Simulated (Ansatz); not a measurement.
Band-structure calculation of TaN

TaN (4 atoms in the cell), computed with DFT HSE06, scalar-relativistic, plane waves, PAW, no spin polarisation (Ansatz 0.2.0).

The structure derives from an entry of the Crystallography Open Database. Figures and captions count atoms from 1; the log counts them from 0 in places.

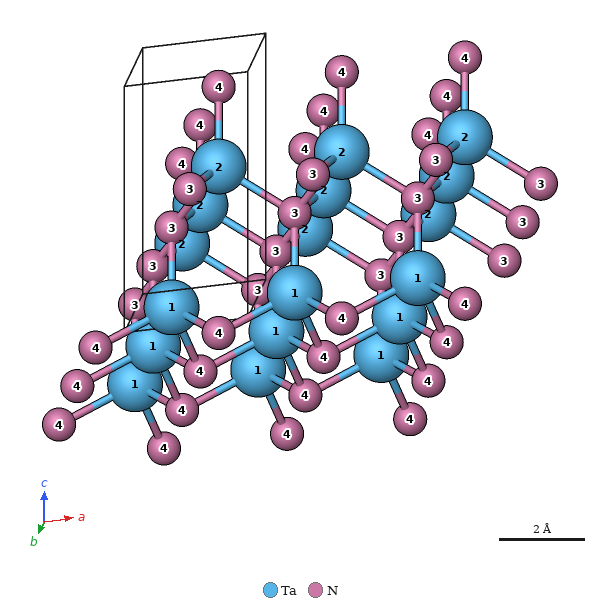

Figure 1. The structure (ball-and-stick view of the cell of the calculation, repeated 3 × 3 × 1, seen at an oblique angle; bonded neighbours outside the cell are drawn too; atoms are numbered from 1 in the order of the input). Near neighbours in the crystal (not all of them lie inside the picture): Ta has 4 N at 1.98 to 2.11 Å; N has 4 Ta at 1.98 to 2.11 Å.

**Input file**
```yaml
crystal:
  lattice:
    - [3.1518925575, 0.0, 0.0]
    - [-1.5759462788, 2.7296190248, 0.0]
    - [0.0, 0.0, 6.1049970081]
  atoms:
    - { symbol: Ta, position: [0.3333333333, 0.6666666667, 0.0305473919] }
    - { symbol: Ta, position: [0.6666666667, 0.3333333333, 0.5305473919] }
    - { symbol: "N", position: [0.3333333333, 0.6666666667, 0.3544526081] }
    - { symbol: "N", position: [0.6666666667, 0.3333333333, 0.8544526081] }
basis:
  ecutwfc: 420
kpoints:
  mp_grid: { grid: [12, 12, 4] }
  band_path:
    path:
      - [[0.0, 0.0, 0.0], [0.5, 0.0, 0.0], [0.33333333, 0.33333333, 0.0], [0.0, 0.0, 0.0], [0.0, 0.0, 0.5], [0.5, 0.0, 0.5], [0.33333333, 0.33333333, 0.5], [0.0, 0.0, 0.5]]
      - [[0.5, 0.0, 0.5], [0.5, 0.0, 0.0]]
      - [[0.33333333, 0.33333333, 0.5], [0.33333333, 0.33333333, 0.0]]
    npoints: 4
hamiltonian:
  xc: hse06
scf:
  occupations: { method: gaussian, width: 0.1 }
output:
  forces: true
  stress: true
  eigenvalues: true
  populations: true
  dos: { projected: true, de: 0.02 }
  bader: false
```

Run as:
```bash
ansatz run input.yaml --threads 2 --pin off --max-ram 5120MiB --backend cpu --events-out ev --progress --plain --runs-dir out
```

**The program's output**
```
Warning: output.stress: scf.convergence.dr2_threshold = 1e-7 eV (the SCF's general default) is looser than the 4e-10 eV advised for a printed stress (1e-10 eV for each atom of the cell: 4). What an SCF threshold leaves in a stress goes as its square root, and in the free energy as the threshold itself, and one threshold admits the most on a small cell: of the crystals measured, under no hybrid functional and no lock of the moments, on runs that ended without the residual-converged pass, on stresses that held no estimate of that error, the worst erred by over 100 MPa in a component at 1e-7 eV an atom and by under 5 at 1e-10. Set scf.convergence.dr2_threshold to 4e-10 eV or tighter. The threshold is an SCF's pass mark: one that does not reach it within its budget of iterations ends unconverged, or closes short of it on a stop that the run arms, and scf.convergence.dr2_threshold's page says what that costs each kind of run
Warning: output.stress: scf.exx.energy_threshold = 1e-6 eV is looser than the 4e-8 eV advised for a stress under a hybrid functional (1e-8 eV for each atom of the cell: 4). Every SCF of the exchange loop can meet its threshold on dr2 while the loop round them stops early: no threshold on dr2 bounds what that leaves in the stress. Set scf.exx.energy_threshold to 4e-8 eV or tighter. The threshold is the loop's pass mark: a loop that does not reach it within its budget of cycles ends unconverged, and scf.exx.energy_threshold's page has the law
Engine: ansatz 0.2.0, aarch64-unknown-linux-gnu
Pseudopotentials: kind: paw
Pseudopotential: Ta, paw, valence charge 13, recommended cutoff 420 eV (normal), Ta.paw.azcp
Pseudopotential: N, paw, valence charge 5, recommended cutoff 420 eV (normal), N.paw.azcp
Functional definition: HSE06
  parameter a = 0.25
  parameter omega = 0.11/bohr
  exchange = pbe_x - a*pbe_x_sr(omega) + a*exact_x_sr(omega)
  correlation = pbe_c
Crystal: 4 atoms, lattice volume = 52.524 Å³
Basis set: ecut = 420 eV, 1029 PW (Γ), exchange–correlation on 48×48×90 points (8 copies of the dense FFT grid, shifted against one another)
Bands: 22, of which v1, the nominal top of the filled ones, is band 18 counted from 1 (17 counted from 0)
Symmetry: 12 space group operations
Space group: P63mc (ITA 186), of the structure as read, at distance tolerance 3.7e-5 Å
k-points: 57 of 576 (time reversal used)
Non-local potential: Ta, projectors of the file, l = 0: 3, l = 1: 2, l = 2: 2, l = 3: 1
Non-local potential: N, projectors of the file, l = 0: 2, l = 1: 2, l = 2: 1
PAW form: soft (Blöchl's): semilocal exchange-correlation on the pseudo side does not see the compensation charge
PAW frozen core: Ta, regenerated for the run's functional, and the local potential with it (the file was generated under x = pbe(κ = 0.804, μ = 0.2195149727645171), c = pbe(β = 0.06672455060314922))
PAW frozen core: N, regenerated for the run's functional, and the local potential with it (the file was generated under x = pbe(κ = 0.804, μ = 0.2195149727645171), c = pbe(β = 0.06672455060314922))
PAW one-centre angular grid: Ta, 590 points (default); XC on 64 Gauss nodes
PAW one-centre angular grid: N, 110 points (default); XC on 64 Gauss nodes
Initial density: superposition of atomic densities (neutral atoms: chi_scale 0, normalization atom), corrected by the library's trained network
Initial wavefunctions: pseudopotential atomic-orbital guess
Functional: x = pbe(κ = 0.804, μ = 0.2195149727645171), c = pbe(β = 0.06672455060314922), warm-up for x = pbe(κ = 0.804, μ = 0.2195149727645171) + 0.25 (exact − pbe) at short range (hse, ω = 0.20786987370883472 Å⁻¹), c = pbe(β = 0.06672455060314922); HSE06 as pw.x's `hse` composes it (authors' and Libxc's form: `xc: wpbeh`)
SCF iter   1: F=—  HF=-20635.530542 eV  |F-HF|=—  |Δ(HF+E_count)|=         —  Δρ=9.14e-3  dr2=2.82e-2  ethr=1.77e-3  ⟨swp⟩=5.1  Hψ=5202  notcnv=0
preconditioner: auto → Kerker (q_TF=auto, 2.562 Å⁻¹)  [metal: Δε(μ)=0.075 eV  Ē_g=8.509 eV  σ=0.100 eV  W_gap=0.39  n_scr=22 (ndim 8)  ℏωp=22.9 eV  f_vac=0.000  D(μ)=0.55/eV (n_scr^D=2)]
SCF iter   2: F=—  HF=-20635.526706 eV  |F-HF|=—  |Δ(HF+E_count)|=   3.84e-3  Δρ=5.30e-3  dr2=1.05e-2  ethr=7.85e-5  ⟨swp⟩=2.1  Hψ=2312  notcnv=0
iter 3 solved again at ethr=9.75e-7 eV; its pass at ethr=2.92e-5 eV (dr2=3.51e-4 eV) is discarded
SCF iter   3: F=—  HF=-20635.525135 eV  |F-HF|=—  |Δ(HF+E_count)|=   1.57e-3  Δρ=8.83e-4  dr2=4.00e-4  ethr=9.75e-7  ⟨swp⟩=3.2  Hψ=5809  notcnv=0
SCF iter   4: F=—  HF=-20635.525060 eV  |F-HF|=—  |Δ(HF+E_count)|=   7.51e-5  Δρ=6.93e-4  dr2=2.22e-4  ethr=9.75e-7  ⟨swp⟩=4.0  Hψ=3421  notcnv=0
SCF iter   5: F=—  HF=-20635.525015 eV  |F-HF|=—  |Δ(HF+E_count)|=   4.51e-5  Δρ=2.04e-4  dr2=2.03e-5  ethr=6.17e-7  ⟨swp⟩=3.0  Hψ=2650  notcnv=0
SCF iter   6: F=—  HF=-20635.525011 eV  |F-HF|=—  |Δ(HF+E_count)|=   3.21e-6  Δρ=5.05e-5  dr2=1.61e-6  ethr=5.65e-8  ⟨swp⟩=4.0  Hψ=3301  notcnv=0
SCF iter   7: F=—  HF=-20635.525011 eV  |F-HF|=—  |Δ(HF+E_count)|=   2.55e-7  Δρ=1.55e-5  dr2=1.55e-7  ethr=4.46e-9  ⟨swp⟩=3.0  Hψ=2650  notcnv=0
SCF iter   8: F=—  HF=-20635.525011 eV  |F-HF|=—  |Δ(HF+E_count)|=   1.57e-8  Δρ=2.09e-6  dr2=2.82e-9  ethr=4.32e-10  ⟨swp⟩=3.9  Hψ=2971  notcnv=0
SCF iter   9: F=-20635.525011 eV  HF=-20635.525011 eV  |F-HF|=5.82e-11  |Δ(HF+E_count)|=  7.75e-10  Δρ=6.06e-7  dr2=1.92e-10  ethr=7.83e-12  ⟨swp⟩=3.1  Hψ=3146  notcnv=0
SCF 1 converged in 9 iterations: F = -20635.525011 eV  dr2 = 1.92e-10
  greatest PAW one-centre occupation: 0.998 electrons in one spin orbital (limit 2), on the Ta atom at site 1 (counted from 0), in its partial waves of l = 0
Initial density: handed on by an earlier stage of this run
Initial wavefunctions: those handed on with the density
Functional: x = pbe(κ = 0.804, μ = 0.2195149727645171) + 0.25 (exact − pbe) at short range (hse, ω = 0.20786987370883472 Å⁻¹), c = pbe(β = 0.06672455060314922); HSE06 as pw.x's `hse` composes it (authors' and Libxc's form: `xc: wpbeh`)
Exchange kernel: α = 0.2500, screened, ω = 0.2079 Å⁻¹, Wigner–Seitz truncation, v(0) = 1046.8921 eV·Å³, q-mesh 12×12×4, nearest image of the exchange supercell L = 24.42 Å, pair-density grid 15×15×30, without the augmentation charges, whose exchange is taken in its separable form by FFT convolution over the k-point mesh (sized by the pseudopotential files, 20×20×45 at the most), smooth part of the exact exchange by density-matrix convolution
Frozen-core exchange: fock
iter 1 solved again at ethr=9.52e-5 eV; its pass at ethr=1.00e-1 eV (dr2=3.43e-2 eV) is discarded
SCF iter   1: F=—  HF=-20636.354038 eV  |F-HF|=—  |Δ(HF+E_count)|=         —  Δρ=9.38e-3  dr2=5.46e-2  ethr=9.52e-5  ⟨swp⟩=4.3  Hψ=6295  notcnv=0
eigensolver tolerance schedule calibrated: the retry pair's looser diagonalisation under-reported the residual by θ = 0.31 (0.10/decade); ethr = c·dr2/N_el runs at the constant in force after the calibration composes with the one it found (an armed cap, an earlier calibration), c = 9.5e-2
preconditioner: auto → Kerker (q_TF=auto, 2.562 Å⁻¹)  [metal: Δε(μ)=0.041 eV  Ē_g=10.048 eV  σ=0.100 eV  W_gap=0.22  n_scr=22 (ndim 8)  ℏωp=22.9 eV  f_vac=0.000  D(μ)=0.61/eV (n_scr^D=2)]
SCF iter   2: F=—  HF=-20636.338323 eV  |F-HF|=—  |Δ(HF+E_count)|=   1.57e-2  Δρ=5.44e-3  dr2=2.03e-2  ethr=9.52e-5  ⟨swp⟩=2.6  Hψ=2353  notcnv=0
SCF iter   3: F=—  HF=-20636.331721 eV  |F-HF|=—  |Δ(HF+E_count)|=   6.60e-3  Δρ=7.45e-4  dr2=3.26e-3  ethr=4.04e-5  ⟨swp⟩=3.0  Hψ=3220  notcnv=0
SCF iter   4: F=—  HF=-20636.349521 eV  |F-HF|=—  |Δ(HF+E_count)|=   1.78e-2  Δρ=1.79e-3  dr2=2.11e-3  ethr=7.61e-7  ⟨swp⟩=5.0  Hψ=4286  notcnv=0
SCF iter   5: F=—  HF=-20636.348876 eV  |F-HF|=—  |Δ(HF+E_count)|=   6.45e-4  Δρ=4.54e-4  dr2=3.09e-4  ethr=7.61e-7  ⟨swp⟩=4.0  Hψ=3654  notcnv=0
SCF iter   6: F=—  HF=-20636.349708 eV  |F-HF|=—  |Δ(HF+E_count)|=   8.31e-4  Δρ=5.99e-4  dr2=2.22e-4  ethr=3.21e-7  ⟨swp⟩=4.3  Hψ=3434  notcnv=0
SCF iter   7: F=—  HF=-20636.349645 eV  |F-HF|=—  |Δ(HF+E_count)|=   6.24e-5  Δρ=6.64e-5  dr2=1.94e-5  ethr=3.21e-7  ⟨swp⟩=3.2  Hψ=2880  notcnv=0
SCF iter   8: F=—  HF=-20636.349720 eV  |F-HF|=—  |Δ(HF+E_count)|=   7.45e-5  Δρ=1.71e-4  dr2=1.65e-5  ethr=5.86e-9  ⟨swp⟩=5.0  Hψ=4466  notcnv=0
SCF iter   9: F=-20636.349715 eV  HF=-20636.349715 eV  |F-HF|=1.13e-8  |Δ(HF+E_count)|=   4.34e-6  Δρ=9.88e-6  dr2=1.84e-6  ethr=5.86e-9  ⟨swp⟩=4.0  Hψ=3316  notcnv=0
SCF 2 stopped early in 9 iterations: F = -20636.349715 eV  dr2 = 1.84e-6
  Residual-converged pass: ⟨swp⟩=3.8  Hψ=3388  notcnv=0  max |occ|·‖R‖ = 6.6e-6 eV (tolerance 6.7e-6 eV)  dr2=1.84e-6  dr2_onsite=4.99e-10  max |Δocc| = 7.3e-10
  greatest PAW one-centre occupation: 0.997 electrons in one spin orbital (limit 2), on the Ta atom at site 1 (counted from 0), in its partial waves of l = 0
hybrid outer 1: dexx = +2.245e-2 eV, tail = 2.47e-5 eV
Exchange kernel: α = 0.2500, screened, ω = 0.2079 Å⁻¹, Wigner–Seitz truncation, v(0) = 1046.8921 eV·Å³, q-mesh 12×12×4, nearest image of the exchange supercell L = 24.42 Å, pair-density grid 15×15×30, without the augmentation charges, whose exchange is taken in its separable form by FFT convolution over the k-point mesh (sized by the pseudopotential files, 20×20×45 at the most), smooth part of the exact exchange by density-matrix convolution
Frozen-core exchange: fock
SCF iter   1: F=—  HF=-20636.349468 eV  |F-HF|=—  |Δ(HF+E_count)|=         —  Δρ=8.04e-5  dr2=1.48e-6  ethr=3.43e-7  ⟨swp⟩=4.8  Hψ=3663  notcnv=0
preconditioner: auto → Kerker (q_TF=auto, 2.562 Å⁻¹)  [metal: Δε(μ)=0.041 eV  Ē_g=9.991 eV  σ=0.100 eV  W_gap=0.23  n_scr=22 (ndim 8)  ℏωp=22.9 eV  f_vac=0.000  D(μ)=0.60/eV (n_scr^D=2)]
SCF iter   2: F=—  HF=-20636.349468 eV  |F-HF|=—  |Δ(HF+E_count)|=   4.28e-7  Δρ=2.41e-5  dr2=3.50e-7  ethr=3.46e-9  ⟨swp⟩=3.5  Hψ=3247  notcnv=0
SCF iter   3: F=—  HF=-20636.349469 eV  |F-HF|=—  |Δ(HF+E_count)|=   8.68e-7  Δρ=1.16e-5  dr2=3.99e-8  ethr=3.39e-10  ⟨swp⟩=4.3  Hψ=3671  notcnv=0  defer=2
SCF iter   4: F=—  HF=-20636.349469 eV  |F-HF|=—  |Δ(HF+E_count)|=   6.12e-8  Δρ=5.24e-6  dr2=1.11e-8  ethr=7.52e-11  ⟨swp⟩=4.3  Hψ=3218  notcnv=0  defer=8
SCF iter   5: F=—  HF=-20636.349469 eV  |F-HF|=—  |Δ(HF+E_count)|=   2.46e-9  Δρ=1.60e-6  dr2=3.83e-9  ethr=2.56e-11  ⟨swp⟩=2.6  Hψ=2422  notcnv=0
SCF iter   6: F=—  HF=-20636.349469 eV  |F-HF|=—  |Δ(HF+E_count)|=   1.12e-8  Δρ=7.38e-7  dr2=8.37e-10  ethr=3.85e-12  ⟨swp⟩=4.4  Hψ=3394  notcnv=0  defer=6
SCF iter   7: F=-20636.349469 eV  HF=-20636.349469 eV  |F-HF|=1.82e-11  |Δ(HF+E_count)|=   2.03e-9  Δρ=3.32e-7  dr2=4.10e-11  ethr=1.00e-12  ⟨swp⟩=3.9  Hψ=2536  notcnv=0
SCF 3 converged in 7 iterations: F = -20636.349469 eV  dr2 = 4.10e-11
  Residual-converged pass: ⟨swp⟩=3.1  Hψ=2829  notcnv=0  max |occ|·‖R‖ = 2.7e-7 eV (tolerance 2.7e-7 eV)  dr2=3.94e-11  dr2_onsite=1.56e-12  max |Δocc| = 8.2e-13
```

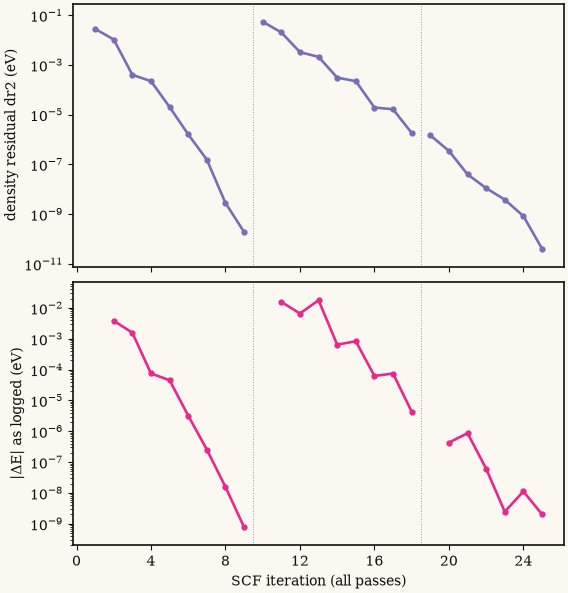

Figure 2. Convergence of the self-consistent field: density residual dr2 and size of the energy change against the SCF iteration. The run starts with a semilocal functional; after that each stretch between dotted lines is one SCF of the hybrid functional between two exact rebuilds of the exchange operator by the outer loop. Early passes are stopped at a loose threshold. The passes take 9, 9 and 7 iterations.

```
hybrid outer 2: dexx = +1.075e-6 eV, tail = 1.04e-8 eV, Δε = 1.80e-3 eV (about 3.81e-5 eV left of the loop's levels), ΔF = 1.52e-3 eV/Å (tail 4.17e-4)
NSCF: frozen V_eff on 39 k-points
hybrid SCF converged: 2 outer / 16 inner (+9 warm-up), last move |dexx| = 1.07e-6 eV, tail = 1.04e-8 eV
Stability not checked: this state was not tested for a lower state beside it, because the functional holds exact exchange (a hybrid, or Hartree-Fock), whose exchange loop this test does not read (fock_operator; see scf.lower_state_search)
Free energy (F): -20636.349469 eV
Frozen-core exchange: fock
Harris-Foulkes:  -20636.349469 eV  (|F-HF|=1.82e-11)
Internal energy: -20636.346473 eV  (E = F + TS)
E sigma→0 (E₀):  -20636.347971 eV
Entropy (-TS):   -0.002995 eV (-0.749 meV/atom)
Fermi energy:    16.383150 eV
--- Per-component energies (eV) ---
  E_band       = -315.141906
  E_kinetic    = 988.579101
  E_local      = -1642.715627  (includes V_loc(G=0)·N_el)
  E_nonlocal   = 122.545869
  E_hartree    = 553.349168
  E_xc         = -444.493159
  E_vxc        = -444.947311  (∫ρ·V_xc dr)
  E_exx        = -98.549674  (= α·E_x^exact, valence–valence)
  E_paw        = -17060.220418  (= ΣΔE_a)
  E_vpaw       = -248.203070  (= ΣTr[D̂ρ^β])
  E_aug_tail   = 0.000465  (compensation charges beyond the density's cutoff)
  E_ewald      = -3048.091933
  E_core_change = -6.750265  (= ΣΔE_core)
  E_smearing   = -0.002995  (= −TS)
  E_closure    = -0.000000  (closes the sum)
  Σ components = -20636.349469   (vs F -20636.349469, Δ=0.00e0)
--- Forces (eV/Å), atoms counted from 1 ---
  atom   1  Ta    -0.00000000     0.00000000     0.29660167
  atom   2  Ta     0.00000000    -0.00000000     0.29660167
  atom   3  N     -0.00000000     0.00000000    -0.29664003
  atom   4  N      0.00000000    -0.00000000    -0.29664003
  max |Σ_I F_I| component: 7.67e-5 eV/Å
--- Stress (GPa, compression-positive) ---
       -4.371797      -0.000000       0.000000
       -0.000000      -4.371797      -0.000000
        0.000000      -0.000000      -8.141753
  P = ⅓ Tr σ = -5.6284 GPa (-56.284 kbar)
--- Band table (eV; the first three rows and the last of 57) ---
  k-point 0: bands = ["-56.3467", "-56.3344", "-21.9135", "-21.5073", "-21.2167", "-21.2167", "-21.1779", "-21.1779", "-2.8923", "-1.2183", "7.8273", "8.1842", "10.0510", "10.0510", "10.9883", "10.9883", "15.3168", "15.4331", "16.7072", "16.7072", "19.0657", "19.0657"]
  k-point 1: bands = ["-56.3449", "-56.3362", "-21.8564", "-21.5692", "-21.2110", "-21.2110", "-21.1836", "-21.1836", "-2.6530", "-1.4674", "7.7394", "8.0119", "10.1642", "10.1642", "10.8213", "10.8213", "15.8368", "15.9023", "16.9704", "16.9704", "18.5083", "18.5083"]
  k-point 2: bands = ["-56.3406", "-56.3406", "-21.7151", "-21.7151", "-21.1973", "-21.1973", "-21.1973", "-21.1973", "-2.0655", "-2.0655", "7.7553", "7.7553", "10.4665", "10.4665", "10.4665", "10.4665", "16.4101", "16.4101", "17.6639", "17.6639", "17.6639", "17.6639"]
  k-point 56: bands = ["-56.2987", "-56.2987", "-21.7340", "-21.7340", "-21.6016", "-21.6016", "-21.5221", "-21.5221", "-1.1717", "-1.1717", "8.8261", "8.8261", "8.8817", "8.8817", "11.0008", "11.0008", "15.0402", "15.0402", "17.1675", "17.1675", "19.8827", "19.8827"]
--- Löwdin populations: 4 sites ---
  site symbol       q [e]
     0     Ta     12.1180
     1     Ta     12.1180
     2      N      5.7459
     3      N      5.7459
  spilling = 0.007561 (of n_electrons = 36.000000)
```

**File populations.tsv**
```
# site	symbol	l	j	q
# orbitals = lowdin
# n_electrons = 36.000000
# spilling = 0.007561
0	Ta	0_5S	-	1.962788
0	Ta	0_6S	-	0.579205
0	Ta	1_5P	-	5.977574
0	Ta	2_5D	-	3.598423
1	Ta	0_5S	-	1.962788
1	Ta	0_6S	-	0.579205
1	Ta	1_5P	-	5.977574
1	Ta	2_5D	-	3.598423
2	N	0_2S	-	1.515828
2	N	1_2P	-	4.230086
3	N	0_2S	-	1.515828
3	N	1_2P	-	4.230086
```

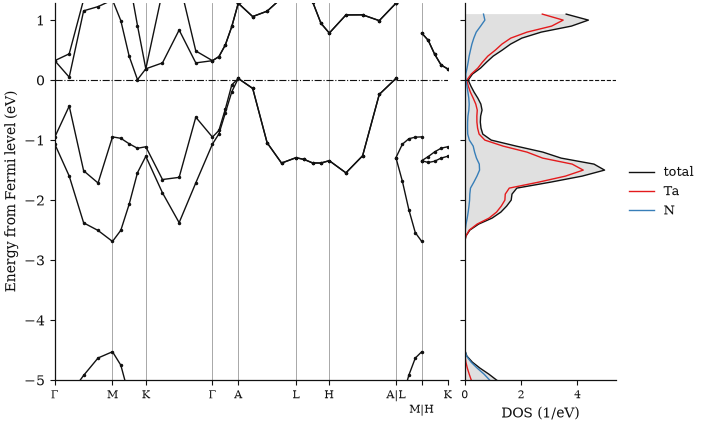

Figure 3. Band structure along Γ–M–K–Γ–A–L–H–A|L–M|H–K and density of states (projected on Löwdin-orthogonalised atomic shells), with energies from the Fermi level.

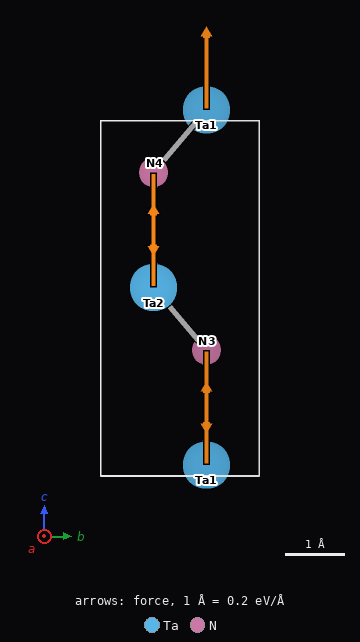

Figure 4. Forces on the atoms as orange arrows (ball-and-stick view of the cell of the calculation, along the a axis; atoms are numbered from 1 in the order of the input). The largest act on N3, N4 (0.30 eV/Å); Ta1, Ta2 (0.30 eV/Å). The geometry is not a stationary point of this energy.

**Key numbers**

| quantity | value |
| --- | --- |
| outcome | converged |
| space group (tolerance 0.01 Å) | P6₃mc (186) |
| electrons treated | 36 |
| free energy | −20636.3495 eV |
| Fermi energy | 16.383 eV |
| gap on the k-point mesh | none (metallic) |
| pressure | −5.63 GPa |
| largest force (length of the vector) | 0.297 eV/Å |
| hardware | 2 threads of Arm Neoverse V1, 24 GiB of memory available, shared host |
| wall time | 17 min (CPU time 33 min) |
| peak memory | 4.2 GiB |

**Remarks**

Warnings of the run: the exchange loop's threshold is looser than advised for the stress; the SCF threshold is looser than advised for the printed stress. Spin–orbit coupling is left out, which matters for Ta.
